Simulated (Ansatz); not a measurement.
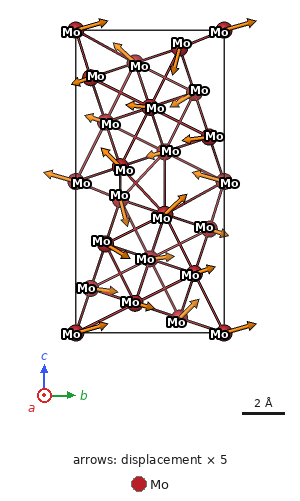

This is a relaxation of an interface cell of composition Mo. The starting structure is drawn; orange arrows show the displacements (the part carried along by the change of the cell is left out), magnified 5 times.

The picture is a ball-and-stick view of the cell of the calculation, seen along the a axis.

Case: symmetric tilt boundary Sigma 5 (2 1 0), mirror on a plane, shift [0.5, 0].

These are results of Ansatz 0.2.0, DFT PBE, scalar-relativistic, plane waves, PAW, not measurements. Settings: plane-wave cutoff 420 eV; k-point mesh 10 × 6 × 3; occupations gaussian; smearing width 0.1 eV; no spin polarisation; cell relaxed at fixed a, b, alpha, beta, gamma; force threshold 0.02 eV/Å; at most 60 steps.

**Describe the change and its energy.**

The largest moves relative to the cell, 0.33 Å, are those of Mo atoms. The volume changes by +1.8 %, with a unchanged at 3.160 Å, b unchanged at 7.067 Å, c 14.434 → 14.691 Å (+1.8 %). Near-neighbour distances that change, for instance: Mo–Mo 2.287 → 2.788 Å, Mo–Mo 3.596 → 3.159 Å, Mo–Mo 2.223 → 2.597 Å, Mo–Mo 3.106 → 3.416 Å. The energy falls by 5.403 eV per cell of the calculation in 8 accepted moves (10 points after the start). The largest force component goes from 8.8 to 0.011 eV/Å. The pressure goes from 10.71 to −2.09 GPa. The line search rejected the trial step at point 4 of the run. At 1 point the geometry stayed and the basis and grid were re-selected for the new cell (energy shift of 1.6 meV per cell of the calculation at most each time).
